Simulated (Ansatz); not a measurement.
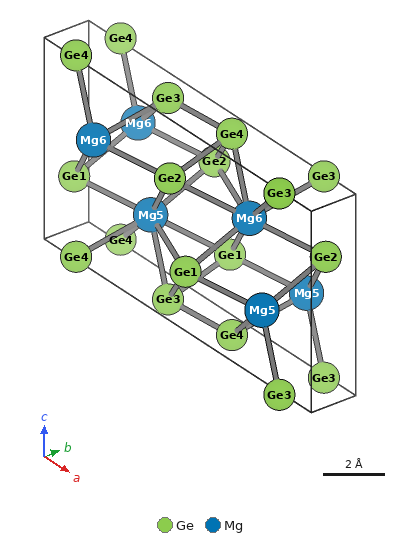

The input geometry of the first run (ball-and-stick view of the cell 2 times as large as that of the calculation, set on its symmetry axes, seen slightly off an axis; atoms are numbered from 1 in the order of the input).

**What a change does: single-point calculation on MgGe2**

System: MgGe2 (C2/m, 6 atoms in the cell).
Method of the first run: Kohn-Sham DFT of a periodic cell, PBE, Ansatz PAW, no spin polarisation (Ansatz 0.2.0).

The structure derives from a Materials Project entry. Text and figures count atoms from 1; the logs count them from 0 in places.

Input file, the first run:
```yaml
crystal:
  lattice:
    - [5.4844269371, -1.8374305521, 0.0]
    - [5.4844269371, 1.8374305521, 0.0]
    - [-3.1960295507, 0.0, 5.9674521542]
  atoms:
    - { symbol: Ge, position: [0.529234, 0.529234, 0.293621] }
    - { symbol: Ge, position: [0.470766, 0.470766, 0.706379] }
    - { symbol: Ge, position: [0.88039, 0.88039, 0.98544] }
    - { symbol: Ge, position: [0.11961, 0.11961, 0.01456] }
    - { symbol: Mg, position: [0.815286, 0.815286, 0.349253] }
    - { symbol: Mg, position: [0.184714, 0.184714, 0.650747] }
hamiltonian:
  xc: pbe
  pseudopotentials: { kind: paw }
kpoints:
  mp_grid: { grid: [8, 8, 5] }
scf:
  occupations: { method: fermi_dirac, width: 0.05 }
output:
  forces: true
  stress: true
  eigenvalues: true
  write_density: true
  write_potential: true
  elf: true
  volumetric_format: npy
```

Command:
```bash
ansatz run input.yaml --threads 2 --pin off --max-ram 5120MiB --backend cpu --events-out ev --progress --plain --runs-dir out
```

Hardware: 2 threads of Intel Xeon @ 2.50GHz (Skylake/Cascade Lake), 189 GiB of memory available, shared host.

Output, shortened to warnings, some set-up lines, iterations and results (the first run):
```
Basis set: ecut = 420 eV, 2349 PW (Γ), exchange–correlation on 80×80×96 points (8 copies of the dense FFT grid, shifted against one another)
Symmetry: 4 space group operations
k-points: 93 of 320
Initial density: superposition of atomic densities (neutral atoms: chi_scale 0, normalization atom), corrected by the library's trained network
[...]
SCF iter   1: F=—  HF=-21027.256947 eV  |F-HF|=—  |Δ(HF+E_count)|=         —  Δρ=1.68e-3  dr2=4.65e-3  ethr=1.77e-3  ⟨swp⟩=6.2  Hψ=16247  notcnv=0  defer=6
SCF iter   2: F=—  HF=-21027.255067 eV  |F-HF|=—  |Δ(HF+E_count)|=   1.88e-3  Δρ=1.11e-3  dr2=2.30e-3  ethr=6.11e-6  ⟨swp⟩=1.8  Hψ=6424  notcnv=0  defer=44
SCF iter   3: F=—  HF=-21027.255095 eV  |F-HF|=—  |Δ(HF+E_count)|=   2.82e-5  Δρ=4.14e-4  dr2=1.63e-4  ethr=3.02e-6  ⟨swp⟩=2.0  Hψ=6924  notcnv=0  defer=44
SCF iter   4: F=—  HF=-21027.254919 eV  |F-HF|=—  |Δ(HF+E_count)|=   1.77e-4  Δρ=1.78e-4  dr2=4.62e-5  ethr=2.15e-7  ⟨swp⟩=2.0  Hψ=6878  notcnv=0  defer=44
SCF iter   5: F=—  HF=-21027.254922 eV  |F-HF|=—  |Δ(HF+E_count)|=   3.29e-6  Δρ=7.70e-5  dr2=7.05e-6  ethr=6.08e-8  ⟨swp⟩=2.0  Hψ=6923  notcnv=0  defer=44
SCF iter   6: F=—  HF=-21027.254918 eV  |F-HF|=—  |Δ(HF+E_count)|=   4.47e-6  Δρ=2.82e-5  dr2=8.67e-7  ethr=9.28e-9  ⟨swp⟩=2.0  Hψ=6920  notcnv=0  defer=44
SCF iter   7: F=—  HF=-21027.254917 eV  |F-HF|=—  |Δ(HF+E_count)|=   6.52e-7  Δρ=1.36e-5  dr2=1.64e-7  ethr=1.14e-9  ⟨swp⟩=2.0  Hψ=6924  notcnv=0  defer=44
SCF iter   8: F=-21027.254917 eV  HF=-21027.254917 eV  |F-HF|=4.13e-9  |Δ(HF+E_count)|=   5.07e-8  Δρ=2.48e-6  dr2=7.88e-9  ethr=1.32e-10  ⟨swp⟩=11.6  Hψ=26764  notcnv=0
SCF 1 converged in 8 iterations: F = -21027.254917 eV  dr2 = 7.88e-9
SCF converged after 8 iterations
Free energy (F): -21027.254917 eV
Harris-Foulkes:  -21027.254917 eV  (|F-HF|=4.13e-9)
Internal energy: -21027.233779 eV  (E = F + TS)
E sigma→0 (E₀):  -21027.244348 eV
Entropy (-TS):   -0.021138 eV (-3.523 meV/atom)
Fermi energy:    9.001148 eV
--- Per-component energies (eV) ---
  E_band       = -1211.598032
  E_kinetic    = 593.837602
  E_local      = -12302.431137  (includes V_loc(G=0)·N_el)
  E_nonlocal   = 1855.803672
  E_hartree    = 5132.616869
  E_xc         = -360.285991
  E_vxc        = -332.995877  (∫ρ·V_xc dr)
  E_paw        = -8654.996274  (= ΣΔE_a)
  E_vpaw       = -1291.053208  (= ΣTr[D̂ρ^β])
  E_aug_tail   = 0.001270  (compensation charges beyond the density's cutoff)
  E_ewald      = -7291.779789
  E_smearing   = -0.021138  (= −TS)
  E_closure    = 0.000000  (closes the sum)
  Σ components = -21027.254917   (vs F -21027.254917, Δ=0.00e0)
--- Forces (eV/Å), atoms counted from 1 ---
  atom   1  Ge    -0.12210027    -0.00000000     0.07590255
  atom   2  Ge     0.12210027     0.00000000    -0.07590255
  atom   3  Ge    -0.08640738     0.00000000    -0.01928690
  atom   4  Ge     0.08640738    -0.00000000     0.01928690
  atom   5  Mg    -0.02519190    -0.00000000     0.01058577
  atom   6  Mg     0.02519190     0.00000000    -0.01058577
  max |Σ_I F_I| component: 3.47e-18 eV/Å
--- Stress (GPa, compression-positive) ---
        0.650327       0.000000      -0.007900
        0.000000       1.348419      -0.000000
       -0.007900      -0.000000       0.274719
  P = ⅓ Tr σ = 0.7578 GPa (7.578 kbar)
```

The input of the second run differs as follows (lines with − go, lines with + come):
```diff
-    - [5.4844269371, -1.8374305521, 0.0]
-    - [5.4844269371, 1.8374305521, 0.0]
-    - [-3.1960295507, 0.0, 5.9674521542]
+    - [5.6297769048, -1.8861267011, 0.0]
+    - [5.6297769048, 1.8861267011, 0.0]
+    - [-3.2807317077, 0.0, 6.1256034046]
```

How does the second run compare with the first run?

With the same functional and potentials, the second run lies 13.3 meV per atom higher. The pressure goes from 0.76 to −3.09 GPa. The largest force goes from 0.144 to 0.217 eV/Å. The volume per atom goes from 20.05 to 21.68 Å³. The cell is scaled evenly with the atoms at fixed fractional positions, so −ΔP/Δ ln V estimates the bulk modulus midway between the two volumes: about 49 GPa. The number of SCF iterations is the same. The plane waves at Γ go from 2349 to 2543.

Output, shortened to warnings, some set-up lines, iterations and results (the second run):
```
Basis set: ecut = 420 eV, 2543 PW (Γ), exchange–correlation on 80×80×96 points (8 copies of the dense FFT grid, shifted against one another)
Symmetry: 4 space group operations
k-points: 93 of 320
Initial density: superposition of atomic densities (neutral atoms: chi_scale 0, normalization atom), corrected by the library's trained network
[...]
SCF iter   1: F=—  HF=-21027.176975 eV  |F-HF|=—  |Δ(HF+E_count)|=         —  Δρ=1.59e-3  dr2=5.50e-3  ethr=1.77e-3  ⟨swp⟩=6.2  Hψ=16155  notcnv=0  defer=4
SCF iter   2: F=—  HF=-21027.175203 eV  |F-HF|=—  |Δ(HF+E_count)|=   1.77e-3  Δρ=1.07e-3  dr2=2.74e-3  ethr=7.24e-6  ⟨swp⟩=1.8  Hψ=6513  notcnv=0  defer=37
SCF iter   3: F=—  HF=-21027.175275 eV  |F-HF|=—  |Δ(HF+E_count)|=   7.22e-5  Δρ=5.15e-4  dr2=2.88e-4  ethr=3.61e-6  ⟨swp⟩=2.0  Hψ=6931  notcnv=0  defer=37
SCF iter   4: F=—  HF=-21027.174960 eV  |F-HF|=—  |Δ(HF+E_count)|=   3.15e-4  Δρ=2.19e-4  dr2=6.07e-5  ethr=3.78e-7  ⟨swp⟩=2.0  Hψ=6925  notcnv=0  defer=37
SCF iter   5: F=—  HF=-21027.174964 eV  |F-HF|=—  |Δ(HF+E_count)|=   3.59e-6  Δρ=8.54e-5  dr2=9.75e-6  ethr=7.98e-8  ⟨swp⟩=2.0  Hψ=6932  notcnv=0  defer=37
SCF iter   6: F=—  HF=-21027.174958 eV  |F-HF|=—  |Δ(HF+E_count)|=   5.33e-6  Δρ=4.16e-5  dr2=1.48e-6  ethr=1.28e-8  ⟨swp⟩=2.0  Hψ=6929  notcnv=0  defer=37
SCF iter   7: F=—  HF=-21027.174957 eV  |F-HF|=—  |Δ(HF+E_count)|=   1.14e-6  Δρ=1.97e-5  dr2=3.13e-7  ethr=1.94e-9  ⟨swp⟩=2.0  Hψ=6926  notcnv=0  defer=37
SCF iter   8: F=-21027.174957 eV  HF=-21027.174957 eV  |F-HF|=7.07e-9  |Δ(HF+E_count)|=   2.16e-7  Δρ=3.59e-6  dr2=1.84e-8  ethr=1.32e-10  ⟨swp⟩=12.0  Hψ=29235  notcnv=0
SCF 1 converged in 8 iterations: F = -21027.174957 eV  dr2 = 1.84e-8
SCF converged after 8 iterations
Free energy (F): -21027.174957 eV
Harris-Foulkes:  -21027.174957 eV  (|F-HF|=7.07e-9)
Internal energy: -21027.153347 eV  (E = F + TS)
E sigma→0 (E₀):  -21027.164152 eV
Entropy (-TS):   -0.021610 eV (-3.602 meV/atom)
Fermi energy:    8.055617 eV
--- Per-component energies (eV) ---
  E_band       = -1280.583119
  E_kinetic    = 588.634246
  E_local      = -12604.916633  (includes V_loc(G=0)·N_el)
  E_nonlocal   = 1854.080501
  E_hartree    = 5250.275939
  E_xc         = -357.583023
  E_vxc        = -329.308514  (∫ρ·V_xc dr)
  E_paw        = -8654.125472  (= ΣΔE_a)
  E_vpaw       = -1289.631878  (= ΣTr[D̂ρ^β])
  E_aug_tail   = 0.001212  (compensation charges beyond the density's cutoff)
  E_ewald      = -7103.520116
  E_smearing   = -0.021610  (= −TS)
  E_closure    = -0.000000  (closes the sum)
  Σ components = -21027.174957   (vs F -21027.174957, Δ=0.00e0)
--- Forces (eV/Å), atoms counted from 1 ---
  atom   1  Ge    -0.11239178    -0.00000000    -0.08248736
  atom   2  Ge     0.11239178     0.00000000     0.08248736
  atom   3  Ge     0.17837499     0.00000000     0.12284004
  atom   4  Ge    -0.17837499    -0.00000000    -0.12284004
  atom   5  Mg     0.00061736    -0.00000000    -0.01851975
  atom   6  Mg    -0.00061736     0.00000000     0.01851975
  max |Σ_I F_I| component: 2.78e-17 eV/Å
--- Stress (GPa, compression-positive) ---
       -3.208415       0.000000      -0.043166
        0.000000      -2.458217      -0.000000
       -0.043166      -0.000000      -3.595311
  P = ⅓ Tr σ = -3.0873 GPa (-30.873 kbar)
```

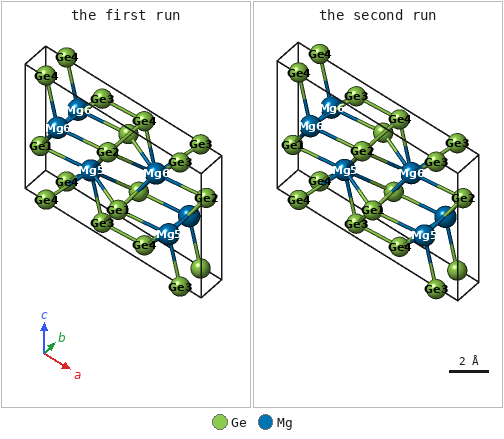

The two input geometries at one scale (ball-and-stick view of the cell 2 times as large as that of the calculation, set on its symmetry axes, seen slightly off an axis). The atoms keep their places relative to the cell (all moves are under 0.005 Å). Cell: a 10.969 → 11.260 Å (+2.7 %), b 3.675 → 3.772 Å (+2.7 %), c 6.769 → 6.949 Å (+2.7 %). Volume +8.2 %. Among the contacts that change: Ge1–Mg5 3.140 → 3.223 Å, Ge3–Mg6 2.920 → 2.997 Å, Ge1–Mg6 2.870 → 2.946 Å, Ge1–Ge3 2.679 → 2.750 Å.

The two runs side by side:

| quantity | the first run | the second run |
| --- | --- | --- |
| outcome | converged | converged |
| free energy per atom (eV) | −3504.5425 | −3504.5292 |
| energy per atom, smearing taken to zero (eV) | −3504.5407 | −3504.5274 |
| gap on the mesh (eV) | 0.00 | 0.00 |
| pressure (GPa) | 0.76 | −3.09 |
| volume per atom (Å³) | 20.05 | 21.68 |
| largest force (eV/Å) | 0.144 | 0.217 |
| SCF iterations | 8 | 8 |
| irreducible k-points | 93 | 93 |
| plane waves at Γ | 2349 | 2543 |
| wall time (shared host) | 39 s | 38 s |
